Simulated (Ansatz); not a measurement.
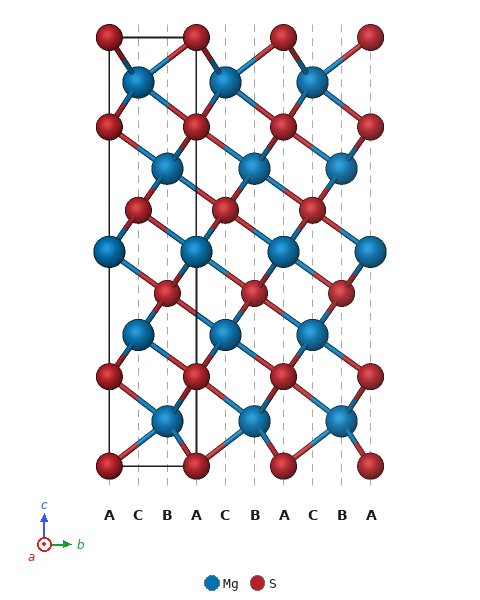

The picture looks along a close-packed row of the hexagonal mesh; c points upwards. The dashed lines mark the three columns A (0, 0), B (1/3, 2/3) and C (2/3, 1/3). The sequence starts with the first layer at or above the cell's origin.

MgS: the geometry relaxed with DFT PBE, scalar-relativistic, plane waves, PAW (Ansatz); the starting structure was generated, so it need not be a known form of this composition.

Give the sequence of layers in one repeat, with element and column.

Answer. S(A) – Mg(B) – S(A) – Mg(C) – S(B) – Mg(A) – S(C) – Mg(B) – S(A) – Mg(C) (ten layers in 15.63 Å).

How are the S layers alone stacked?

Answer. S layers alone: AABCA, a sequence in which some neighbouring layers lie directly above each other.

Which positions between or in the S layers do the other atoms fill?

Answer. Mg: two trigonal-prismatic sites and three octahedral sites, counted in one hexagonal cell.

Heights of the layers:

```
layer  atoms (column)  height (Å)  to next (Å)
    1            S(A)        0.00         1.64
    2           Mg(B)        1.64         1.63
    3            S(A)        3.26         1.52
    4           Mg(C)        4.78         1.51
    5            S(B)        6.30         1.52
    6           Mg(A)        7.81         1.52
    7            S(C)        9.33         1.51
    8           Mg(B)       10.85         1.52
    9            S(A)       12.37         1.63
   10           Mg(C)       13.99         1.64
```
